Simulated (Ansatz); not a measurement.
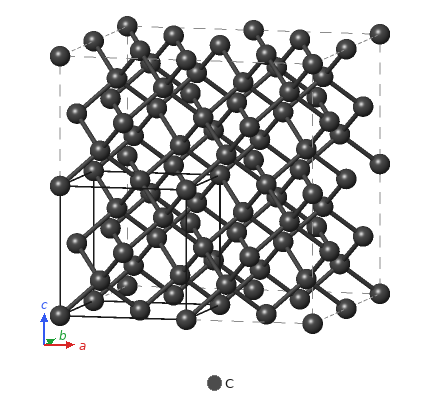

C (Fd-3m, No. 227): the end point of a relaxation with Ansatz, DFT, revPBE, plane waves (420 eV) with PAW, scalar-relativistic; the starting structure was generated, so it need not be a known form of this composition.

```cif
data_structure
_symmetry_space_group_name_H-M 'Fd-3m:1'
_symmetry_Int_Tables_number 227
_cell_length_a 3.5844
_cell_length_b 3.5844
_cell_length_c 3.5844
_cell_angle_alpha 90.000
_cell_angle_beta 90.000
_cell_angle_gamma 90.000
_cell_volume 46.05
loop_
_atom_site_label
_atom_site_type_symbol
_atom_site_symmetry_multiplicity
_atom_site_Wyckoff_symbol
_atom_site_fract_x
_atom_site_fract_y
_atom_site_fract_z
_atom_site_occupancy
C1 C 8 a 0.00000 0.00000 0.00000 1
```

What will a Z-contrast image along [110] show? Simulated incoherent Z contrast: every atom adds Z^1.6 spread by a probe of 0.60 Å full width; channelling and multiple scattering are left out. The probe carries 15 % of its weight in a tail 2.5 times as wide.

The columns repeat on a centred rectangular net of 2.53 × 3.58 Å (plane group c2mm). All columns are alike (C). The shortest distance between visible columns is 0.90 Å in projection. Along the beam the structure repeats every 2.53 Å.

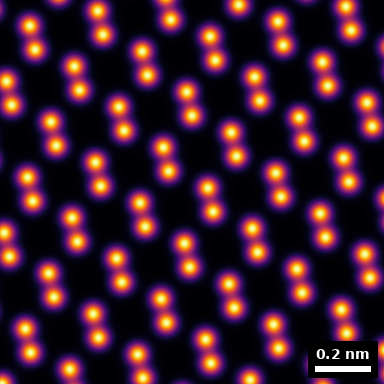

The simulated image.
